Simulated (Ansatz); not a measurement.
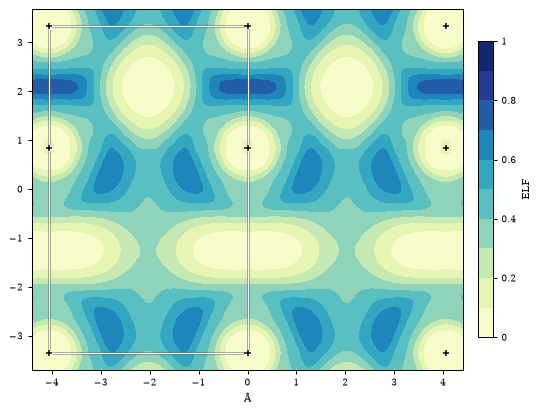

The ELF on a plane through atoms (crosses mark nuclei in the plane).

Method: Kohn-Sham DFT of a periodic cell, PBE, Ansatz PAW (Ansatz 0.2.0).

Candidates:
A. Ge, a = 4.06 Å, b = 4.06 Å, c = 6.69 Å, α = 90.00°, β = 90.00°, γ = 120.00°. Space group P6₃/mmc; a structure from a database of computed crystals, not necessarily the ambient phase.
B. BN, a = 2.55 Å, b = 2.55 Å, c = 4.23 Å, α = 90.00°, β = 90.00°, γ = 120.00°. Space group P6₃mc; a structure from a database of computed crystals, not necessarily the ambient phase.

Which system is this?

Candidate A: Ge on the (010) plane of the conventional cell, which holds Ge. Ge–Ge (2.51 Å): the ELF peaks at about 0.80 between the atoms (a shared electron pair).
